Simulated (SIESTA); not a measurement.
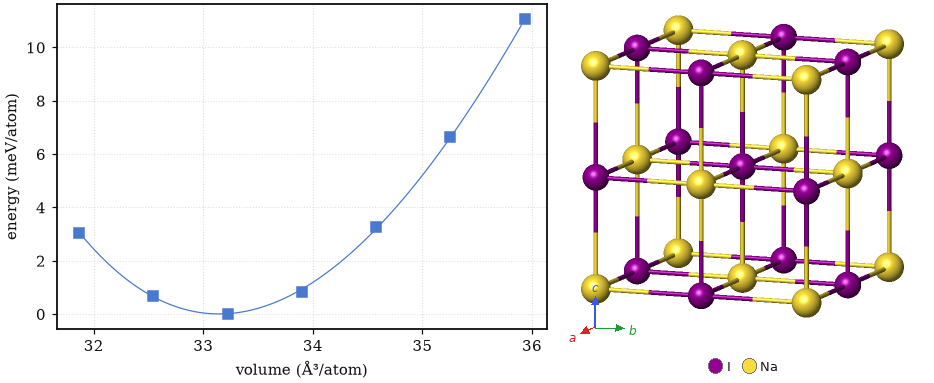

The figure shows the energy against volume for NaI, space group Fm-3m (No. 225). The conventional cell is drawn beside the plot.

Structure:
```yaml
crystal:
  lattice:
    - [0.00000, 3.23640, 3.23640]
    - [3.23640, 0.00000, 3.23640]
    - [3.23640, 3.23640, 0.00000]
  atoms:
    - { symbol: I, position: [0.50000, 0.50000, 0.50000] }
    - { symbol: Na, position: [0.00000, 0.00000, 0.00000] }
```

How it was computed, with SIESTA 5.4.2: DFT in numerical atomic orbitals with pseudopotentials, no spin polarisation; energies at scaled volumes of the given cell, shape and fractions fixed, counted from the fit's minimum, third-order Birch-Murnaghan fit. Level: PBEsol.

k mesh 7×7×7; occupations Fermi–Dirac; smearing width 0.05 eV; potentials PseudoDojo 0.4 standard, converted to PSML, two zetas on semicore shells; program settings basis DZP, mesh cutoff 800 Ry.

From this curve and the settings, what does the calculation give for the pressure at the same points?

The pressure falls from 0.77 GPa at volume 31.86 Å³/atom to −1.17 GPa at 35.93 Å³/atom, and changes sign near 33.18 Å³/atom.

```json
{"volume (Å³/atom)": "31.86", "pressure (GPa)": "0.77"}
{"volume (Å³/atom)": "32.54", "pressure (GPa)": "0.35"}
{"volume (Å³/atom)": "33.22", "pressure (GPa)": "-0.02"}
{"volume (Å³/atom)": "33.90", "pressure (GPa)": "-0.35"}
{"volume (Å³/atom)": "34.58", "pressure (GPa)": "-0.65"}
{"volume (Å³/atom)": "35.25", "pressure (GPa)": "-0.92"}
{"volume (Å³/atom)": "35.93", "pressure (GPa)": "-1.17"}
```

Keep in mind: mulliken charges of long orbitals.
